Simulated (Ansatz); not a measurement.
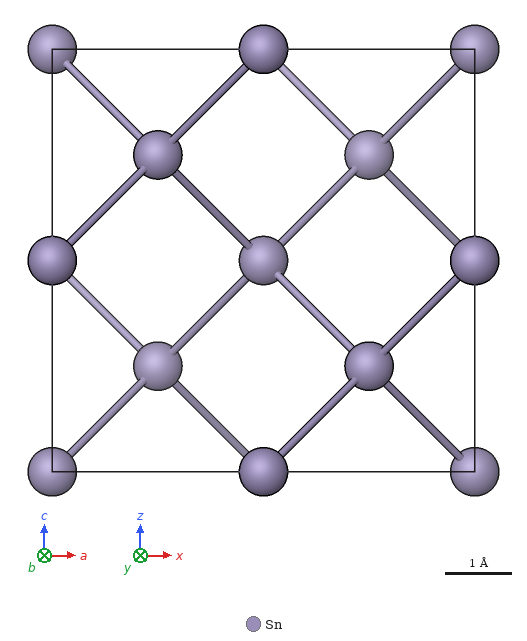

A scan of a crystal of Sn (Fd-3m): the cell is strained equally along x and y and separately along z, with the atoms kept at their fractional coordinates. x, y and z are the Cartesian axes of the input. The picture shows the reference cell. Style: ball-and-stick. Shown: the conventional cell (4 times the calculation's cell), along the b axis. Lengths and directions refer to the drawn axes.

These are results of DFT PBEsol, scalar-relativistic, plane waves, PAW (Ansatz), not measurements. (plane-wave cutoff 420 eV; k-point mesh 12 × 12 × 12; occupations gaussian; smearing width 0.15 eV; no spin polarisation). Energies (free energies at the smearing named) are counted from the cell as listed in its source, which wasn't relaxed.

```
CELL_PARAMETERS angstrom
0.00000 3.24560 3.24560
3.24560 0.00000 3.24560
3.24560 3.24560 0.00000
ATOMIC_POSITIONS crystal
Sn 0.50000 0.50000 0.50000
Sn 0.75000 0.75000 0.75000
```

Question: Predict the energy profile on a grid with rows −0.080, −0.040, 0.000, 0.040, 0.080 and columns −0.080, −0.040, 0.000, 0.040, 0.080 (strain along x and y; strain along z).

Answer: Rows: strain along x and y; columns: strain along z; values in meV/atom.

|  | −0.080 | −0.040 | 0.000 | 0.040 | 0.080 |
| --- | --- | --- | --- | --- | --- |
| −0.080 | 436 | 300 | 206 | 148 | 121 |
| −0.040 | 191 | 107 | 56 | 33 | 34 |
| 0.000 | 66 | 20 | 0 | 2 | 24 |
| 0.040 | 28 | 11 | 14 | 35 | 71 |
| 0.080 | 55 | 60 | 79 | 113 | 159 |

In pairs of (strain along x and y; strain along z): the lowest computed point lies at (0.000, 0.000) (0 meV/atom), the highest at (−0.080, −0.080) (436 meV/atom). The valley is tilted: raising the in-plane strain is made harder by raising the strain along z (cross term 0.61 of the geometric mean of the two curvatures). Over the ranges scanned the energy rises more along the first axis, the in-plane strain. The pressure runs from −5.2 GPa at (0.080, 0.080) to 21.9 GPa at (−0.080, −0.080).

As a map, interpolated between the computed points (dots):

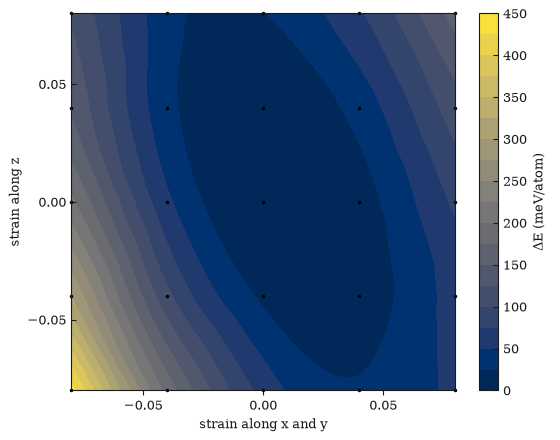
